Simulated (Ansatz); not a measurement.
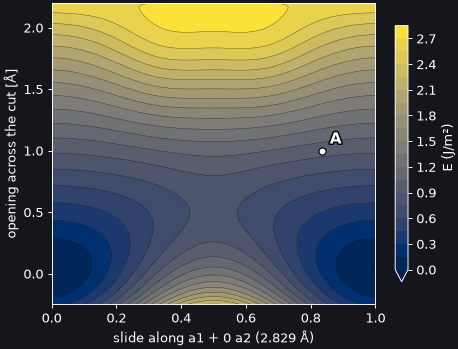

Ti (Fm-3m, No. 225; 6 atoms in the cell). 
- Rigid slide and opening across a plane, one cut a cell; the plane is (0 0 1) of the conventional cell.
- Coordinates scanned: (1) slide along a1 + 0 a2 (2.829 Å); (2) opening across the cut.
- Nothing is relaxed (rigid halves).
- The scan uses a 6 × 5 grid; 20 points were computed and 10 follow by symmetry.
- Points are written as (first, second).
- Energies are in J/m², from the lowest grid point.
- The calculation used DFT LDA, scalar-relativistic, plane waves, PAW (Ansatz). Settings: cutoff 520 eV, k-mesh 15×15×4 in the order of the run's cell vectors, gaussian smearing 0.15 eV, no spin polarisation.

The picture shows filled contours, the point A. Between grid points the surface is interpolated.

Which way does the force act at A, and how strong is it?

Answer. A, at (0.833, 1.00 Å), is not a stationary point. The computed force is 0.44 J/m² for each unit of the axis towards larger values of the first coordinate and 1.5 J/m² for each Å towards smaller values of opening across the cut.

PAW datasets: the set soft_1.
